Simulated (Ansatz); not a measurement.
# Ag(111) with 4 layers of random Ag-Li, 2x2: scattering by chemical disorder, part 2 of 2

Aim: the residual resistivity of a random alloy, from Ag(111) with 4 layers of random Ag-Li, 2x2 and longer regions.

Ansatz 0.2.0; Ansatz plane-wave DFT, PBE, PAW files; ballistic transport by layer matching (Landauer), zero bias; PAW set soft_1.

So far. Step 3 (With 8 alloy layers): Over the solved energies the transmission per spin lies between 2.16 and 2.20, out of 3.27 channels of the lead on average (up to 3.33).

## Step 4: With 12 alloy layers

System of this step: Ag(111) with 12 layers of random Ag-Li, 2x2. The cell holds 72 atoms: 48 Ag and 24 Li. Its edges and angles: a = 5.779 Å, b = 5.779 Å, c = 42.465 Å, α = 90.0°, β = 90.0°, γ = 120.0°. It derives from Ag. Regions: lead, 24 atoms (24 Ag); scattering region, 48 atoms (24 Li and 24 Ag). The structure is stacked along c, and the current runs across the ab planes.

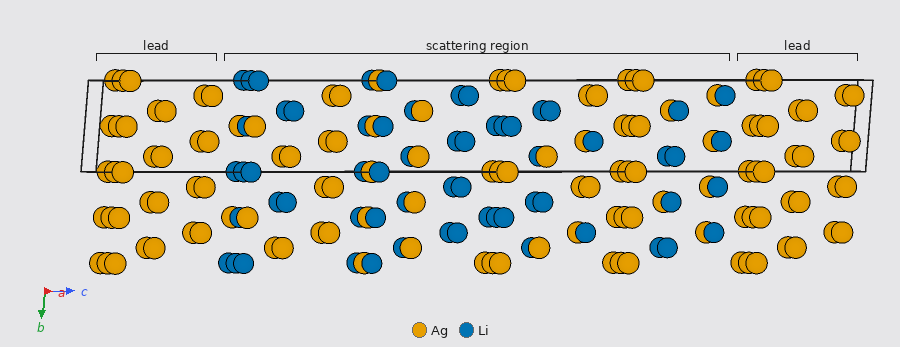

The cell of this step (silver orange, lithium blue). 1×2×1 cells are drawn. Some periodic images of atoms are drawn too.

Input file input.yaml:

```yaml
crystal:
  lattice:
    - [5.7787594586, 0.0, 0.0]
    - [-2.8893797293, 5.0045524935, 0.0]
    - [0.0, 0.0, 42.4650360593]
  atoms:
    - { symbol: Ag, position: [0.0, 0.0, 0.0277777778] }
    - { symbol: Ag, position: [0.0, 0.5, 0.0277777778] }
    - { symbol: Ag, position: [0.5, 0.0, 0.0277777778] }
    - { symbol: Ag, position: [0.5, 0.5, 0.0277777778] }
    - { symbol: Ag, position: [0.1666666667, 0.3333333333, 0.0833333333] }
    - { symbol: Ag, position: [0.1666666667, 0.8333333333, 0.0833333333] }
    - { symbol: Ag, position: [0.6666666667, 0.3333333333, 0.0833333333] }
    - { symbol: Ag, position: [0.6666666667, 0.8333333333, 0.0833333333] }
    - { symbol: Ag, position: [0.3333333333, 0.1666666667, 0.1388888889] }
    - { symbol: Ag, position: [0.3333333333, 0.6666666667, 0.1388888889] }
    - { symbol: Ag, position: [0.8333333333, 0.1666666667, 0.1388888889] }
    - { symbol: Ag, position: [0.8333333333, 0.6666666667, 0.1388888889] }
    - { symbol: Li, position: [0.0, 0.0, 0.1944444444] }
    - { symbol: Ag, position: [0.0, 0.5, 0.1944444444] }
    - { symbol: Li, position: [0.5, 0.0, 0.1944444444] }
    - { symbol: Li, position: [0.5, 0.5, 0.1944444444] }
    - { symbol: Li, position: [0.1666666667, 0.3333333333, 0.25] }
    - { symbol: Ag, position: [0.1666666667, 0.8333333333, 0.25] }
    - { symbol: Li, position: [0.6666666667, 0.3333333333, 0.25] }
    - { symbol: Ag, position: [0.6666666667, 0.8333333333, 0.25] }
    - { symbol: Ag, position: [0.3333333333, 0.1666666667, 0.3055555556] }
    - { symbol: Ag, position: [0.3333333333, 0.6666666667, 0.3055555556] }
    - { symbol: Ag, position: [0.8333333333, 0.1666666667, 0.3055555556] }
    - { symbol: Ag, position: [0.8333333333, 0.6666666667, 0.3055555556] }
    - { symbol: Li, position: [0.0, 0.0, 0.3611111111] }
    - { symbol: Li, position: [0.0, 0.5, 0.3611111111] }
    - { symbol: Ag, position: [0.5, 0.0, 0.3611111111] }
    - { symbol: Ag, position: [0.5, 0.5, 0.3611111111] }
    - { symbol: Li, position: [0.1666666667, 0.3333333333, 0.4166666667] }
    - { symbol: Li, position: [0.1666666667, 0.8333333333, 0.4166666667] }
    - { symbol: Ag, position: [0.6666666667, 0.3333333333, 0.4166666667] }
    - { symbol: Ag, position: [0.6666666667, 0.8333333333, 0.4166666667] }
    - { symbol: Li, position: [0.3333333333, 0.1666666667, 0.4722222222] }
    - { symbol: Li, position: [0.3333333333, 0.6666666667, 0.4722222222] }
    - { symbol: Li, position: [0.8333333333, 0.1666666667, 0.4722222222] }
    - { symbol: Li, position: [0.8333333333, 0.6666666667, 0.4722222222] }
    - { symbol: Ag, position: [0.0, 0.0, 0.5277777778] }
    - { symbol: Li, position: [0.0, 0.5, 0.5277777778] }
    - { symbol: Ag, position: [0.5, 0.0, 0.5277777778] }
    - { symbol: Li, position: [0.5, 0.5, 0.5277777778] }
    - { symbol: Li, position: [0.1666666667, 0.3333333333, 0.5833333333] }
    - { symbol: Li, position: [0.1666666667, 0.8333333333, 0.5833333333] }
    - { symbol: Li, position: [0.6666666667, 0.3333333333, 0.5833333333] }
    - { symbol: Ag, position: [0.6666666667, 0.8333333333, 0.5833333333] }
    - { symbol: Ag, position: [0.3333333333, 0.1666666667, 0.6388888889] }
    - { symbol: Ag, position: [0.3333333333, 0.6666666667, 0.6388888889] }
    - { symbol: Ag, position: [0.8333333333, 0.1666666667, 0.6388888889] }
    - { symbol: Li, position: [0.8333333333, 0.6666666667, 0.6388888889] }
    - { symbol: Ag, position: [0.0, 0.0, 0.6944444444] }
    - { symbol: Ag, position: [0.0, 0.5, 0.6944444444] }
    - { symbol: Ag, position: [0.5, 0.0, 0.6944444444] }
    - { symbol: Ag, position: [0.5, 0.5, 0.6944444444] }
    - { symbol: Ag, position: [0.1666666667, 0.3333333333, 0.75] }
    - { symbol: Li, position: [0.1666666667, 0.8333333333, 0.75] }
    - { symbol: Li, position: [0.6666666667, 0.3333333333, 0.75] }
    - { symbol: Li, position: [0.6666666667, 0.8333333333, 0.75] }
    - { symbol: Ag, position: [0.3333333333, 0.1666666667, 0.8055555556] }
    - { symbol: Ag, position: [0.3333333333, 0.6666666667, 0.8055555556] }
    - { symbol: Li, position: [0.8333333333, 0.1666666667, 0.8055555556] }
    - { symbol: Li, position: [0.8333333333, 0.6666666667, 0.8055555556] }
    - { symbol: Ag, position: [0.0, 0.0, 0.8611111111] }
    - { symbol: Ag, position: [0.0, 0.5, 0.8611111111] }
    - { symbol: Ag, position: [0.5, 0.0, 0.8611111111] }
    - { symbol: Ag, position: [0.5, 0.5, 0.8611111111] }
    - { symbol: Ag, position: [0.1666666667, 0.3333333333, 0.9166666667] }
    - { symbol: Ag, position: [0.1666666667, 0.8333333333, 0.9166666667] }
    - { symbol: Ag, position: [0.6666666667, 0.3333333333, 0.9166666667] }
    - { symbol: Ag, position: [0.6666666667, 0.8333333333, 0.9166666667] }
    - { symbol: Ag, position: [0.3333333333, 0.1666666667, 0.9722222222] }
    - { symbol: Ag, position: [0.3333333333, 0.6666666667, 0.9722222222] }
    - { symbol: Ag, position: [0.8333333333, 0.1666666667, 0.9722222222] }
    - { symbol: Ag, position: [0.8333333333, 0.6666666667, 0.9722222222] }
kpoints:
  mp_grid: { grid: [4, 4, 1] }
hamiltonian:
  xc: pbe
  pseudopotentials: { kind: paw, azcp: { folder: soft_1 } }
scf:
  occupations: { method: fermi_dirac, width: 0.1 }
output:
  transmission: { leads: [[0, 4]], kmesh: [8, 8], e_range: [-0.05, 0.05], de: 0.05 }
  write_potential: true
  write_density: true
  volumetric_format: npy
```

Launch:

```
$ ansatz run input.yaml --threads 8 --pin off --max-ram 15360MiB --backend cpu --events-out ev --progress --plain --runs-dir out
```

Numbers of over 12 decimals in the logs are rounded to 6 here.

Output:

```text
[...]
Crystal: 72 atoms, lattice volume = 1228.093 Å³
Basis set: ecut = 420 eV, 24081 PW (Γ)
Bands: 591, of which v1, the nominal top of the filled ones, is band 492 counted from 1 (491 counted from 0)
Symmetry: 1 space group operations
[...]
k-points: 10 of 16 (time reversal used)
[...]
SCF iter   1: F=—  HF=-369309.835384 eV  |F-HF|=—  |Δ(HF+E_count)|=         —  Δρ=8.24e-2  dr2=1.09e3  ethr=3.10e-3  ⟨swp⟩=4.6  Hψ=17545  notcnv=0  defer=446
[...]
SCF iter  13: F=-369268.842378 eV  HF=-369268.842378 eV  |F-HF|=8.61e-9  |Δ(HF+E_count)|=   6.75e-9  Δρ=5.14e-7  dr2=1.07e-8  ethr=1.02e-11  ⟨swp⟩=2.0  Hψ=10844  notcnv=0
SCF 1 converged in 13 iterations: F = -369268.842378 eV  dr2 = 1.07e-8
[...]
transmission: 198 of 1802 steps passed
transmission: 372 of 1802 steps passed
[...]
transmission: 1802 of 1802 steps passed
SCF converged after 13 iterations
Free energy (F): -369268.842378 eV
[...]
Internal energy: -369267.957198 eV  (E = F + TS)
E sigma→0 (E₀):  -369268.399788 eV
Entropy (-TS):   -0.885180 eV (-12.294 meV/atom)
Fermi energy:    11.965285 eV
[...]
--- Band table (eV; the first three rows and the last of 10) ---
  k-point 0: bands = [... 488 lower, 12.1431, 12.3300, 12.3631, 12.3992, 12.4097, 12.4251, 12.4597, 12.6000, ... 95 higher]
  k-point 1: bands = [... 488 lower, 11.7877, 11.8399, 11.8524, 11.8960, 11.9565, 12.0035, 12.0676, 12.1002, ... 95 higher]
  k-point 2: bands = [... 488 lower, 11.6392, 11.6654, 11.6987, 11.7263, 11.9477, 11.9538, 11.9800, 12.0188, ... 95 higher]
  k-point 9: bands = [... 488 lower, 11.6331, 11.6891, 11.7191, 11.7531, 11.8910, 11.9710, 12.0053, 12.0476, ... 95 higher]
--- Transmission ---
  basis      : 253 plane waves across, 53 finite elements along
  points     : 34, standing for a mesh of 8 x 8
[...]
channels       : 3.234375e0 a spin
[...]
junction   : crystal 0 to crystal 0, 0.70 to 40.80 Å
    transmission   : 1.802205e0 a spin
[...]
```

Wall time 7.5 min (8 threads of Arm Neoverse V2, shared host); peak memory 8.2 GiB; 51 min of CPU time.

Numbers from this step:

```yaml
free_energy: -369268.8424 eV
energy_at_zero_smearing: -369268.3998 eV
fermi_energy: 11.97 eV
transmission_per_spin_nearest_the_fermi_level: 1.802
step_of_the_lead_s_potential: 3.7 meV
```

Per spin. Table of transmission, zone mean by energy, zero at the Fermi level:

| energy (eV) | transmission, zone mean |
| --- | --- |
| -0.0500 | 1.78 |
| 0.0000 | 1.80 |
| 0.0500 | 1.92 |

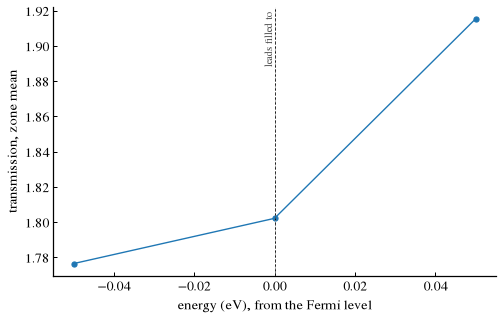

Transmission, zone mean against energy.

Over the solved energies the transmission per spin lies between 1.78 and 1.92, out of 3.27 channels of the lead on average (up to 3.33).

## Step 5: The fit

This step: Ansatz plane-wave DFT, PBE, PAW files; ballistic transport by layer matching (Landauer), zero bias; residual resistivity from the slope of the area resistance, atoms on the host's lattice; PAW set soft_1 (Ansatz 0.2.0).

Numbers from this step:

```yaml
resistivity: 28.73 µΩ cm
intercept: 0.06168 fΩ m²
scatter_about_the_fit: 0.02842 fΩ m²
```

Resistance, by row:

| run | length (Å) | T | channels N | RA (fΩ m²) |
| --- | --- | --- | --- | --- |
| n4 | 9.437 | 2.477 | 3.234 | 0.3529 |
| n8 | 18.87 | 2.187 | 3.266 | 0.5637 |
| n12 | 28.31 | 1.831 | 3.266 | 0.8952 |

Table of area resistance by length of the alloy:

| length of the alloy (Å) | area resistance (fΩ m²) |
| --- | --- |
| 9.44 | 0.353 |
| 18.87 | 0.564 |
| 28.31 | 0.895 |

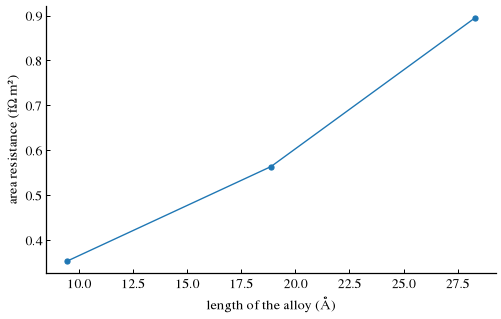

Area resistance against length of the alloy.

The area resistance goes from 0.35 to 0.90 fΩ m² between 9.4 and 28.3 Å, a slope of 29 µΩ cm.

By hand from the end points: (0.8952 − 0.3529) fΩ m² / (28.31 − 9.44) Å = 29 µΩ cm, since 1 fΩ m² per Å is 1000 µΩ cm.

## Step 6: Results

| Item | Value |
| --- | --- |
| resistivity from the slope | 28.7 µΩ cm |
| area resistance over 9.44 Å | 0.353 fΩ m² |
| area resistance over 18.9 Å | 0.564 fΩ m² |
| area resistance over 28.3 Å | 0.895 fΩ m² |

The slope gives 29 µΩ cm. The points scatter by 0.028 fΩ m² about the line, with one random draw a length in a 2x2 cell, so the slope is a rough value. Read with a model of isotropic scattering on a spherical Fermi surface and the lead's 0.87×10¹⁵ S/m², this slope means a mean free path near 31 Å (a rough figure, since the alloy's own channel count differs); over these lengths the model's slope is 1.04 times its bulk resistivity, which would be 27 µΩ cm. The atoms sit on the host's lattice, so scattering by size misfit is left out. With 50 % of Li, whose own structure is another, this is a hypothetical phase.

[Logs are printed without paths, hosts, clocks, repeated set-up lines and the standing remarks that a program may print on its own settings, such as how far it seeks lower states.]

[Hosts, paths, dates, database ids (printed as entryN), source tags and the programs' standing remarks are cut or masked in the printed files.]
